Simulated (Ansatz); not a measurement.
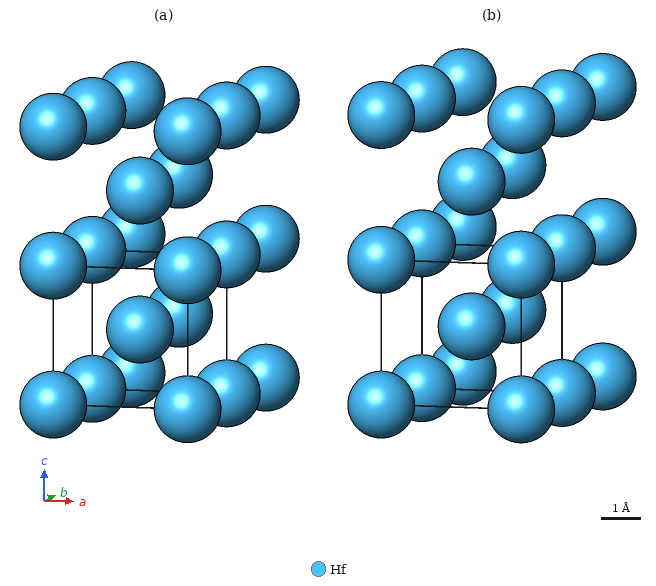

Left: a symmetric starting cell of Hf. Right: the same structure after one change, at the same scale. Style: spheres-only. Shown: the conventional cell (2 times the calculation's cell), repeated 1 × 2 × 2 with one cell outlined, slightly off an axis. Lengths and directions refer to the drawn axes.

Method: DFT LDA, scalar-relativistic, plane waves, PAW in Ansatz. Set-up: plane-wave cutoff 420 eV; k-point mesh 16 × 16 × 16; occupations gaussian; smearing width 0.1 eV; no spin polarisation.

### What was changed?

All lengths are scaled by +4.2 % (volume +13.1 %), the atoms keeping their fractional coordinates. No relaxation follows. The starting cell wasn't computed here and needn't be at equilibrium, so pressure and forces aren't due to the change alone.

### What does the change do?

The pressure is −19.2 GPa (not all of it need come from the change, since the unchanged cell can be under pressure at this level too). All forces vanish by symmetry. Some distances before and after: Hf–Hf 3.610 → 3.761 Å, Hf–Hf 3.126 → 3.257 Å. The space group stays Im-3m (No. 229).
